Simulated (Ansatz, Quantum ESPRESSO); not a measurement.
# Complex bands of SrO, rock salt type, lattice constant set to 5.274 Å, part 4 of 4

How good a tunnel barrier is SrO, rock salt type, lattice constant set to 5.274 Å?

Quantum ESPRESSO 7.5; plane-wave DFT, LDA, GBRV ultrasoft pseudopotentials; cross-check by Ansatz 0.2.0 with PAW datasets.

So far. Step 2 (SCF with pw.x): The run needed 13 iterations to bring the estimated error under 1e-09 Ry.

### Step 6. The same in Ansatz

A second code with its own PAW datasets, on the same atoms.

Level of this step: plane-wave DFT, LDA, Ansatz PAW (Ansatz 0.2.0).

File input.yaml:

```yaml
crystal:
  lattice:
    - [3.729281164, 0.0, 0.0]
    - [0.0, 3.729281164, 0.0]
    - [0.0, 0.0, 5.274]
  atoms:
    - { symbol: Sr, position: [0.0, 0.0, 0.0] }
    - { symbol: O, position: [0.5, 0.5, 0.0] }
    - { symbol: Sr, position: [0.5, 0.5, 0.5] }
    - { symbol: O, position: [0.0, 0.0, 0.5] }
kpoints:
  mp_grid: { grid: [6, 6, 6] }
hamiltonian:
  xc: lda
scf:
  occupations: { method: fixed }
  convergence: { dr2_threshold: 1.0e-09 }
output:
  transmission:
    leads: [[0, 0]]
    kpoints: [[0, 0], [0.5, 0], [0.5, 0.5], [0.25, 0]]
    e_range: [-1.92, 7.44]
    de: 0.24
```

Started as:

```sh
ansatz run input.yaml --threads 2 --pin off --max-ram 4096MiB --backend cpu --events-out ev --progress --plain --runs-dir out
```

Numbers of over 12 decimals in the logs are rounded to 6 here.

The program printed:

```text
Engine: ansatz 0.2.0, x86_64-unknown-linux-gnu
Pseudopotentials: kind: paw
Pseudopotential: Sr, paw, valence charge 10, recommended cutoff 420 eV (normal), Sr.paw.azcp
Pseudopotential: O, paw, valence charge 6, recommended cutoff 420 eV (normal), O.paw.azcp
Functional definition: SPW92
  exchange = slater_x
  correlation = pw_c
Crystal: 4 atoms, lattice volume = 73.348 Å³
Basis set: ecut = 420 eV, 1449 PW (Γ)
Bands: 20, of which v1, the nominal top of the filled ones, is band 16 counted from 1 (15 counted from 0)
Symmetry: 32 space group operations
Space group: Fm-3m (ITA 225), of the structure as read, at distance tolerance 4.2e-5 Å
k-points: 40 of 216
Non-local potential: Sr, projectors of the file, l = 0: 3, l = 1: 2, l = 2: 2
Non-local potential: O, projectors of the file, l = 0: 2, l = 1: 2, l = 2: 1
PAW form: soft (Blöchl's): semilocal exchange-correlation on the pseudo side does not see the compensation charge
PAW frozen core: Sr, regenerated for the run's functional, and the local potential with it (the file was generated under x = pbe(κ = 0.804, μ = 0.219515), c = pbe(β = 0.066725))
PAW frozen core: O, regenerated for the run's functional, and the local potential with it (the file was generated under x = pbe(κ = 0.804, μ = 0.219515), c = pbe(β = 0.066725))
PAW one-centre angular grid: Sr, 110 points (default); XC on 64 Gauss nodes
PAW one-centre angular grid: O, 110 points (default); XC on 64 Gauss nodes
Initial density: superposition of atomic densities (neutral atoms: chi_scale 0, normalization atom), corrected by the library's trained network
Initial wavefunctions: pseudopotential atomic-orbital guess
Functional: x = slater, c = lda
SCF iter   1: F=—  HF=-8005.419304 eV  |F-HF|=—  |Δ(HF+E_count)|=         —  Δρ=1.61e-2  dr2=1.99e-1  ethr=1.77e-3  ⟨swp⟩=5.3  Hψ=3891  notcnv=0  defer=41
preconditioner: auto → none  [insulator: Δε(μ)=2.905 eV  Ē_g=14.244 eV  n_scr=14 (ndim 8)  ℏωp=22.9 eV  f_vac=0.000  ε∞_Penn≈3.6]
SCF iter   2: F=—  HF=-8005.423062 eV  |F-HF|=—  |Δ(HF+E_count)|=   3.76e-3  Δρ=1.84e-2  dr2=2.14e-1  ethr=6.21e-4  ⟨swp⟩=2.6  Hψ=1807  notcnv=0  defer=74
SCF iter   3: F=—  HF=-8005.375442 eV  |F-HF|=—  |Δ(HF+E_count)|=   4.76e-2  Δρ=2.13e-3  dr2=1.20e-3  ethr=6.21e-4  ⟨swp⟩=2.2  Hψ=1138  notcnv=0  defer=69
SCF iter   4: F=—  HF=-8005.375080 eV  |F-HF|=—  |Δ(HF+E_count)|=   3.62e-4  Δρ=2.62e-4  dr2=1.94e-5  ethr=3.74e-6  ⟨swp⟩=2.5  Hψ=1254  notcnv=0  defer=78
SCF iter   5: F=—  HF=-8005.375071 eV  |F-HF|=—  |Δ(HF+E_count)|=   8.68e-6  Δρ=7.06e-5  dr2=1.60e-6  ethr=6.06e-8  ⟨swp⟩=2.2  Hψ=1413  notcnv=0  defer=62
SCF iter   6: F=—  HF=-8005.375075 eV  |F-HF|=—  |Δ(HF+E_count)|=   3.67e-6  Δρ=2.48e-5  dr2=2.07e-7  ethr=5.00e-9  ⟨swp⟩=1.3  Hψ=847  notcnv=0  defer=37
SCF iter   7: F=-8005.375075 eV  HF=-8005.375075 eV  |F-HF|=1.82e-12  |Δ(HF+E_count)|=   2.68e-8  Δρ=3.57e-7  dr2=3.26e-11  ethr=3.13e-12  ⟨swp⟩=5.8  Hψ=4611  notcnv=0
SCF 1 converged in 7 iterations: F = -8005.375075 eV  dr2 = 3.26e-11
  greatest PAW one-centre occupation: 0.987 electrons in one spin orbital (limit 2), on the Sr atom at site 2 (counted from 0), in its partial waves of l = 0
transmission: 10 of 40 steps passed
transmission: 20 of 40 steps passed
transmission: 30 of 40 steps passed
transmission: 40 of 40 steps passed
SCF converged after 7 iterations
Free energy (F): -8005.375075 eV
Harris-Foulkes:  -8005.375075 eV  (|F-HF|=1.82e-12)
Internal energy: -8005.375075 eV  (E = F + TS)
E sigma→0 (E₀):  -8005.375075 eV
Fermi energy:    6.716648 eV
--- Per-component energies (eV) ---
  E_band       = -154.442602
  E_kinetic    = 837.243751
  E_local      = -1804.960231  (includes V_loc(G=0)·N_el)
  E_nonlocal   = 511.613816
  E_hartree    = 486.342081
  E_xc         = -489.740628
  E_vxc        = -512.134232  (∫ρ·V_xc dr)
  E_paw        = -5487.164277  (= ΣΔE_a)
  E_vpaw       = -158.894802  (= ΣTr[D̂ρ^β])
  E_aug_tail   = 0.004866  (compensation charges beyond the density's cutoff)
  E_ewald      = -2059.496567
  E_core_change = 0.782114  (= ΣΔE_core)
  E_smearing   = -0.000000  (= −TS)
  E_closure    = -0.000000  (closes the sum)
  Σ components = -8005.375075   (vs F -8005.375075, Δ=0.00e0)
--- Band table (eV; the first three rows and the last of 40) ---
  k-point 0: bands = [... 12 lower, 6.5937, 6.7166, 6.7166, 6.7166, 9.9109, 10.0122, 12.7088, 12.7088]
  k-point 1: bands = [... 12 lower, 6.5826, 6.5826, 6.6828, 6.6828, 10.0333, 10.4076, 12.3845, 12.9836]
  k-point 2: bands = [... 12 lower, 6.5634, 6.5634, 6.6148, 6.6148, 10.3936, 11.1718, 11.6852, 12.8593]
  k-point 39: bands = [... 12 lower, 6.2283, 6.2283, 6.2283, 6.2283, 12.4347, 12.4347, 12.4347, 12.4347]
--- Transmission ---
  basis      : 121 plane waves across, 10 finite elements along
  points     : 4, as listed
  energies   : 40 from -1.920000 to 7.440000 eV about the Fermi level, 0.240000 eV apart; the leads are filled to 1.597100 eV, and channels, transmission and decay are at 1.680000 eV
  crystal 0  : Sr2O2, at the sites [0, 0], period 5.2740 Å: whole cells are its period
    offset         : up to 0.0000 Å between an atom of the period and one for which it stands
    channels       : 0.000000e0 a spin
    conductance    : none, the energies end too early or step too widely for 300 K: set another output.transmission.e_range or a lower de, or, where they end at an eighth of basis.ecutwfc, a higher one
    slowest decay  : 0.2465 /Å at (0.0000, 0.0000)
```

Run time: 13 s. Hardware: 2 threads of Intel Xeon Platinum 8375C at 2.90GHz (Ice Lake), shared host; peak memory 0.44 GiB; 16 s of CPU time.

Numbers from this step:

```
free energy                                      : -8005.3751 eV
gap by band count                                : 3.194 eV
symmetry operations                              : 32
slowest decay at the grid energy nearest mid-gap : 0.2465 Å⁻¹
peak of the smallest κ at the zone centre        : 0.2465 Å⁻¹
peak of the smallest κ at (1/2, 0)               : 0.4264 Å⁻¹
peak of the smallest κ at (1/2, 1/2)             : 0.3594 Å⁻¹
peak of the smallest κ at (1/4, 0)               : 0.3283 Å⁻¹
valence top, on the run's zero                   : 6.717 eV
```

K across = (0, 0) in the cell's reciprocal vectors; values within 0.0025 1/Å of each other count once, columns are sorted by size at each energy, a dash where no further value was kept. Table of Im kz of the slowest decaying states by energy, zero at the highest filled level of the SCF mesh:

```tsv
energy (eV)	decay 1 (Å⁻¹)	decay 2 (Å⁻¹)	decay 3 (Å⁻¹)
-1.92	0.306	0.946	1.23
-1.44	0.164	0.866	1.17
-0.72	0.683	1.08	1.32
-0.24	0.214	0.356	1.01
0.00	0.0117	0.0327	0.278
0.24	0.134	0.322	0.399
0.72	0.207	0.383	0.535
1.44	0.245	0.439	0.588
1.92	0.244	0.463	0.592
2.40	0.223	0.481	0.499
3.12	0.117	0.154	0.497
3.60	0.502	0.517	0.736
4.08	0.474	0.504	0.665
4.80	0.388	0.499	0.569
5.28	0.306	0.490	0.514
5.76	0.179	0.463	0.478
6.24	0.158	0.413	0.460
6.96	0.279	0.326	0.420
7.44	0.157	0.250	0.315
```

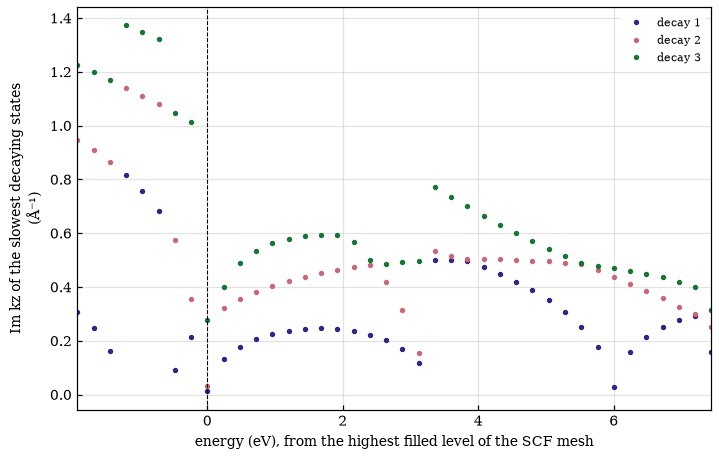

Im kz of the slowest decaying states, plotted against energy.

K across = (0, 0) in the cell's reciprocal vectors. The Re kz of states that move upwards by energy, zero at the highest filled level of the SCF mesh:

```tsv
energy (eV)	channel 1 (Å⁻¹)	channel 2 (Å⁻¹)	channel 3 (Å⁻¹)
-1.92	-	-	-
-1.20	-0.500	-0.464	-
-0.48	-0.227	-	-
0.00	-	-	-
0.24	-	-	-
0.96	-	-	-
1.68	-	-	-
2.40	-	-	-
3.12	-	-	-
3.84	0.241	0.461	-
4.56	-0.507	0.423	-
5.28	-0.314	0.595	-
6.00	-0.430	0.0333	0.0333
6.72	-0.253	0.330	0.330
7.44	0.480	0.480	-
```

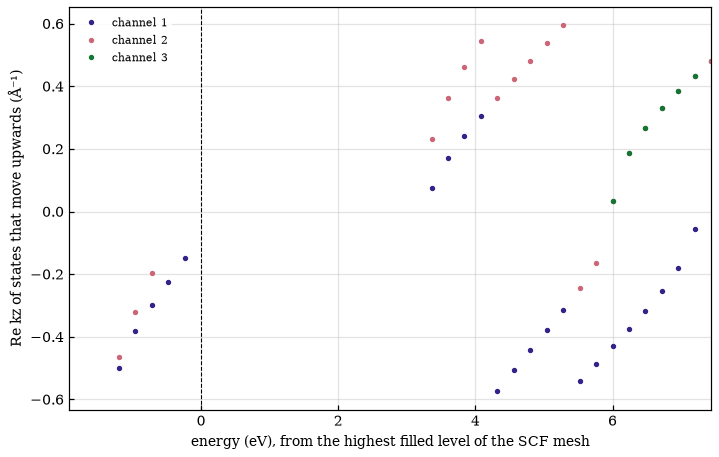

Re kz of states that move upwards, plotted against energy.

K across = (1/2, 0) in the cell's reciprocal vectors; values within 0.0025 1/Å of each other count once, columns are sorted by size at each energy, a dash where no further value was kept. Im kz of the slowest decaying states against energy, zero at the highest filled level of the SCF mesh:

```tsv
energy (eV)	decay 1 (Å⁻¹)	decay 2 (Å⁻¹)	decay 3 (Å⁻¹)
-1.92	0.595	0.756	-
-1.20	0.275	0.377	0.462
-0.48	0.547	0.559	-
0.00	0.255	0.608	0.655
0.24	0.298	0.622	0.684
0.96	0.371	0.642	0.732
1.68	0.406	0.638	0.747
2.40	0.423	0.618	0.745
3.12	0.426	0.582	0.730
3.84	0.418	0.530	0.704
4.56	0.397	0.455	0.668
5.28	0.346	0.620	1.03
6.00	0.233	0.558	0.822
6.72	0.471	0.484	0.642
7.44	0.318	0.329	0.816
```

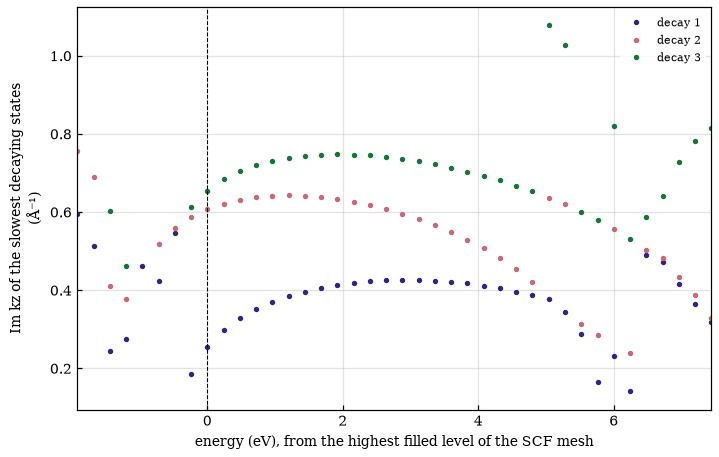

Im kz of the slowest decaying states, plotted against energy.

K across = (1/2, 1/2) in the cell's reciprocal vectors; values within 0.0025 1/Å of each other count once, columns are sorted by size at each energy, a dash where no further value was kept. The Im kz of the slowest decaying states by energy, zero at the highest filled level of the SCF mesh:

```tsv
energy (eV)	decay 1 (Å⁻¹)	decay 2 (Å⁻¹)	decay 3 (Å⁻¹)
-1.92	0.354	0.853	-
-1.20	0.167	0.688	-
-0.48	0.383	-	-
0.00	0.129	0.202	0.751
0.24	0.211	0.301	0.817
0.96	0.321	0.373	0.930
1.68	0.350	0.373	0.991
2.40	0.275	0.400	1.03
3.12	0.0888	0.411	1.05
3.84	0.409	1.06	1.33
4.56	0.396	1.07	1.24
5.28	0.369	1.07	1.15
6.00	0.322	1.04	1.07
6.72	0.233	0.922	1.07
7.44	0.781	1.07	1.43
```

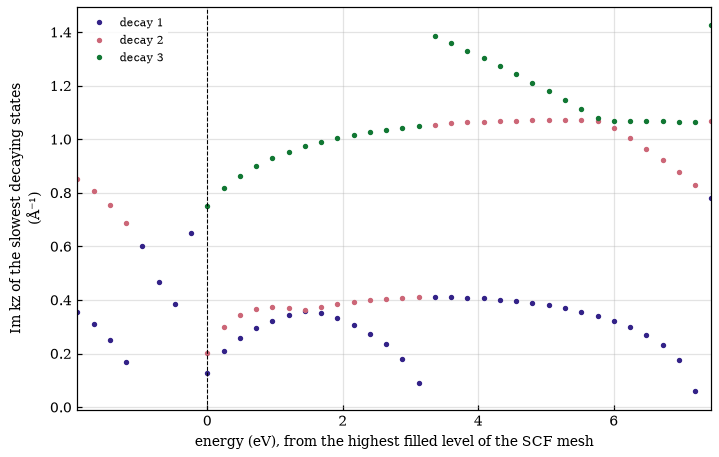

Im kz of the slowest decaying states against energy.

K across = (1/4, 0) in the cell's reciprocal vectors; values within 0.0025 1/Å of each other count once, columns are sorted by size at each energy, a dash where no further value was kept. Im kz of the slowest decaying states against energy, zero at the highest filled level of the SCF mesh:

```tsv
energy (eV)	decay 1 (Å⁻¹)	decay 2 (Å⁻¹)	decay 3 (Å⁻¹)
-1.92	0.241	0.759	0.851
-1.20	0.533	0.675	1.35
-0.48	0.0980	0.123	0.292
0.00	0.141	0.294	0.522
0.24	0.207	0.332	0.561
0.96	0.291	0.404	0.595
1.68	0.323	0.445	0.594
2.40	0.327	0.468	0.571
3.12	0.309	0.480	0.531
3.84	0.260	0.473	0.545
4.56	0.0848	0.136	0.389
5.28	0.229	0.406	0.469
6.00	0.158	0.271	0.448
6.72	0.169	0.421	0.510
7.44	0.0592	0.296	0.366
```

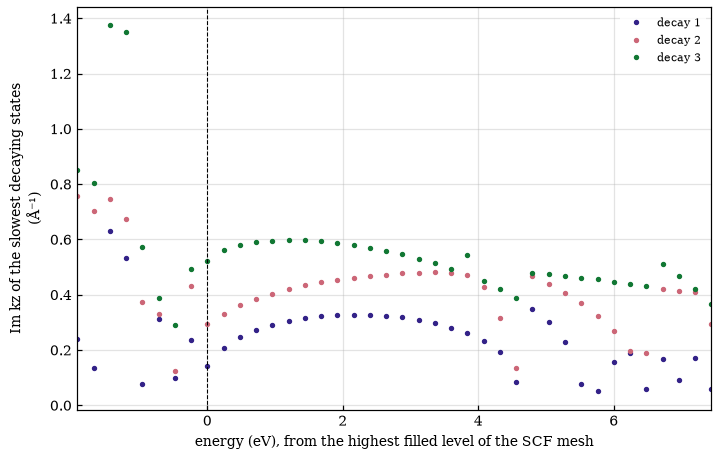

Im kz of the slowest decaying states, plotted against energy.

### Step 7. A check by hand

T falls as exp(−2κd). With κ = 0.246 1/Å, 10 Å of barrier pass exp(−2 × 0.246 × 10) = 0.0073 of that channel, interfaces aside.

### Step 8. Outcome

```yaml
gap_on_the_scf_mesh: 3.20 eV
smallest_kappa_at_mid_gap_among_the_four_k_points_at_the_zone_centre: 0.246 Å⁻¹
peak_of_the_smallest_kappa_in_the_stop_band_at_the_zone_centre: 0.247 Å⁻¹
peak_of_the_smallest_kappa_in_the_stop_band_at_1_over_2_0: 0.427 Å⁻¹
peak_of_the_smallest_kappa_in_the_stop_band_at_1_over_2_1_over_2: 0.359 Å⁻¹
peak_of_the_smallest_kappa_in_the_stop_band_at_1_over_4_0: 0.329 Å⁻¹
energy_of_the_peak_at_the_zone_centre_over_the_highest_filled_level: 1.68 eV
peak_at_the_zone_centre_by_ansatz: 0.246 Å⁻¹
```

With a gap of 3.20 eV on the mesh, the smallest κ at mid-gap among the four k points, at the zone centre is 0.246 Å⁻¹ (LDA, GBRV ultrasoft). For a barrier with the Fermi level at mid-gap the slowest state found, at the zone centre, loses a factor of ten in probability every 4.7 Å or so. Stop bands away from the zone centre are mostly wider than the gap, so their peaks can lie above the conduction bottom. At the zone centre pwcond's peak is 0.247 and Ansatz's 0.246 1/Å, 0 % apart. The cell is the a/√2 one, turned by 45°, with two primitive cells, so X along [001] folds onto kz = 0. A semilocal gap is too small, often by a third to a half and by more in narrow-gap crystals, so real barriers decay faster. Spin-orbit coupling is left out; depending on the atoms that carry the levels of interest, it can split and shift them by tens to hundreds of meV.

[Logs are printed without paths, hosts, clocks, repeated set-up lines and the standing remarks that a program may print on its own settings, such as how far it seeks lower states.]

[Hosts, paths, dates, database ids (printed as entryN), source tags and the programs' standing remarks are cut or masked in the printed files.]

[Maps of the electrostatic potential energy from Ansatz leave out the sawtooth potential of an applied field or a dipole correction, so their vacuum need not be flat; planar profiles and work functions include it.]
